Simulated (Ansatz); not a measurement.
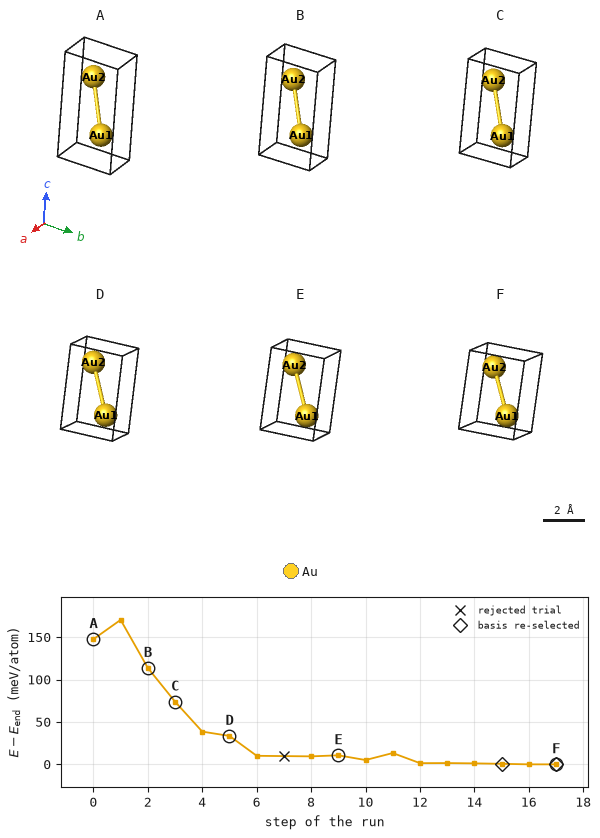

Frames of a relaxation of solid Au (set up in P-1), marked on the history of the run. The picture is a ball-and-stick view of the cell of the calculation, seen slightly off an axis.

The run lets cell and atoms move.

Computed with Ansatz, Kohn-Sham DFT of a periodic cell, PBEsol, Ansatz PAW.

Input file:
```yaml
crystal:
  lattice:
    - [2.8154890579, 0.0, 0.0]
    - [-0.0129553469, 2.8201795887, 0.0]
    - [-1.1378916452, -1.1854109603, 4.9240140333]
  atoms:
    - { symbol: Au, position: [0.672862, 0.665962, 0.274055] }
    - { symbol: Au, position: [0.327138, 0.334038, 0.725945] }
hamiltonian:
  xc: pbesol
  pseudopotentials: { kind: paw }
kpoints:
  mp_grid: { grid: [10, 10, 6] }
scf:
  occupations: { method: fermi_dirac, width: 0.05 }
output:
  forces: true
  stress: true
  eigenvalues: true
relax:
  f_tol: 0.01
  max_steps: 40
  cell: { stress_tol: 0.05, p_target: 10.0 }
```

Launched with:
```bash
ansatz run input.yaml --threads 2 --pin off --max-ram 5632MiB --backend cpu --events-out ev --progress --plain --runs-dir out
```

What happens along the run?

The energy falls by 148 meV per atom in 14 accepted moves (17 points after the start). With the target pressure of 10 GPa, the enthalpy E + pV changes by −356 meV per atom. Largest force component: 0.12 eV/Å at the start, 0.00017 eV/Å at the end. Pressure: −7.98 GPa at the start and 10.01 GPa at the end. The line search rejected the trial step at point 7 of the run. At 2 points the geometry stayed and the basis and grid were re-selected for the new cell (energy shift of 0.5 meV per atom at most each time). The largest moves relative to the cell, 0.34 Å, are those of Au1 and Au2. Au1 goes along [3 3 −1]. Cell: a 2.815 → 2.860 Å (+1.6 %), b 2.820 → 2.859 Å (+1.4 %), c 5.191 → 3.966 Å (−23.6 %), α 103.1° → 90.0°, β 102.7° → 90.0°, γ 90.3° → 90.0°. Volume −17.1 %. Some distances before and after: Au1–Au2 4.443 → 2.832 Å, Au1–Au2 (another image) 3.719 → 2.832 Å, Au1–Au2 (another image) 3.670 → 2.832 Å, Au1–Au2 (another image) 3.052 → 2.832 Å. Within 0.06 Å the space group is C2/m at the start and I4/mmm at the end; at a tighter tolerance small leftover displacements or strains of the cell lower it. From step 0 to 2: Au atoms move most (0.08 Å), volume −11.9 %, energy −34.0 meV per atom. From step 2 to 3: Au atoms move most (0.10 Å), volume −2.3 %, energy −39.8 meV per atom. From step 3 to 5: Au atoms move most (0.18 Å), volume −4.9 %, energy −40.4 meV per atom. From step 5 to 9: Au atoms move most (0.03 Å), volume +0.9 %, energy −22.9 meV per atom. From step 9 to 17: volume +0.4 %, energy −10.7 meV per atom.

```
step  E − E(0), meV/atom  largest force component, eV/Å  pressure, GPa  volume, Å³/atom                      note
   0                0.00                         0.1229          -7.98           19.549                          
   1               22.79                         0.4917          14.52           17.002                          
   2              -33.95                         0.1544           8.75           17.219                          
   3              -73.76                         0.1594           8.87           16.830                          
   4             -109.07                         0.1335          10.52           16.381                          
   5             -114.16                         0.1597          13.40           16.012                          
   6             -137.62                         0.0133          10.05           16.202                          
   7             -137.84                         0.0118           9.98           16.209                  rejected
   8             -138.28                         0.0024          10.08           16.193                          
   9             -137.02                         0.0119          10.58           16.154                          
  10             -142.62                         0.0189           9.87           16.193                          
  11             -134.34                         0.0400          12.21           16.047                          
  12             -146.29                         0.0512           9.89           16.208                          
  13             -146.20                         0.0010          10.06           16.197                          
  14             -146.53                         0.0001           9.99           16.203                          
  15             -147.06                         0.0001          10.12           16.203  same geometry, new basis
  16             -147.70                         0.0002          10.01           16.211                          
  17             -147.70                         0.0002          10.01           16.211  same geometry, new basis
```
